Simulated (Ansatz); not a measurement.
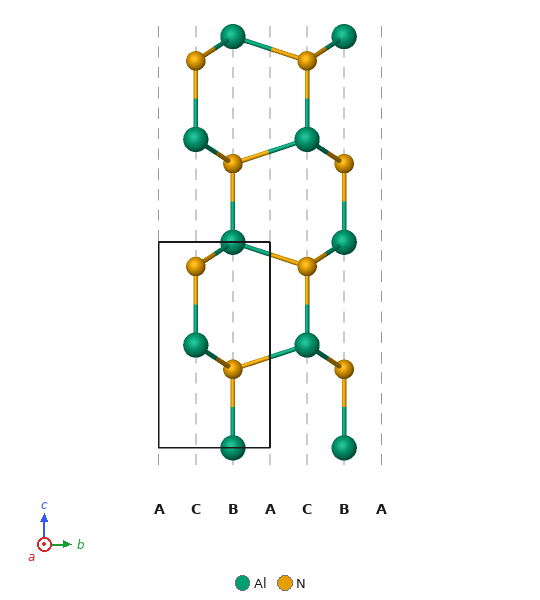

The picture looks along a close-packed row of the hexagonal mesh; c points upwards. The dashed lines mark the three columns A (0, 0), B (1/3, 2/3) and C (2/3, 1/3). The sequence starts with the first layer at or above the cell's origin.

AlN: coordinates from a relaxation with DFT PBEsol, scalar-relativistic, plane waves, PAW (Ansatz 0.2.0).

Question: List the layers of one repeat.

Answer: Al(B) – N(B) – Al(C) – N(C) (four layers in 4.98 Å).

Question: How are the N layers alone stacked?

Answer: N layers alone: BC, the hexagonal close-packed type.

Question: Which positions between or in the N layers do the other atoms fill?

Answer: Al: two tetrahedral sites (per hexagonal cell).

Question: What short polytype symbol fits?

Answer: Polytype symbol 2H, the symbol of a tetrahedral polytype (number of double layers in the repeat and lattice).
